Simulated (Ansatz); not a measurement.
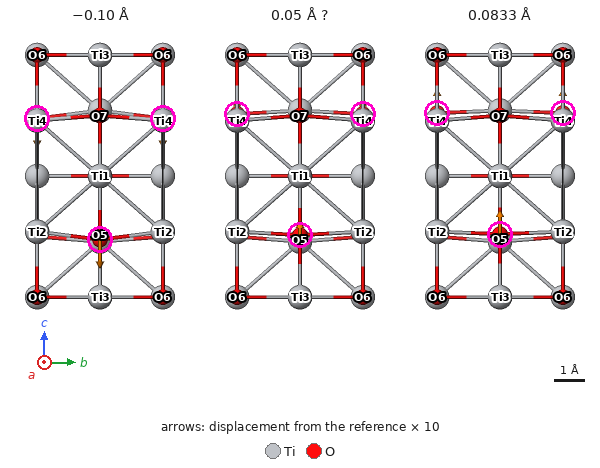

Energy scan for a crystal of Ti₄O₃ (I4/mmm), in which O5 (one in each cell of 7 atoms) is moved towards the nearest copy of atom 1 (Ti) at 2.051 Å, all else fixed. Style: ball-and-stick. Shown: the conventional cell (2 times the calculation's cell), along the a axis. The ringed atoms are those of the scanned coordinate. Orange arrows: displacements from the reference. Lengths and directions refer to the drawn axes.

The calculation used DFT r2SCAN, scalar-relativistic, plane waves, PAW in Ansatz. Set-up: plane-wave cutoff 500 eV; k-point mesh 14 × 14 × 14; occupations gaussian; smearing width 0.15 eV; no spin polarisation. Energies (free energies at the smearing named) are counted from the relaxed crystal.

```
displacement (Å)  ΔE (meV/cell)
         −0.1000           73.3
         −0.0333            8.0
          0.0000            0.0
          0.0500              ?
          0.0667           32.3
          0.0833           50.6
```

Fill in the missing row.

A straight line between the two neighbours gives 24.2 meV/cell. A cubic through the four nearest rows (−0.0333, 0.0000, 0.0667, 0.0833) gives, with Lagrange weights, (−0.0716)(8.0) + (0.2504)(0.0) + (1.2526)(32.3) + (−0.4314)(50.6) = 18.1 meV/cell. The calculation gives 18.1 meV/cell, so the cubic is right to the digits shown and the straight line 6.1 meV/cell too high, as the curve bends upwards here.

The whole profile:

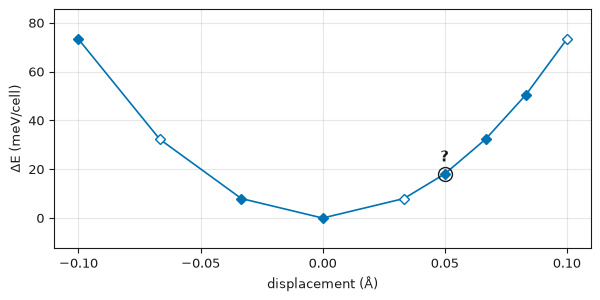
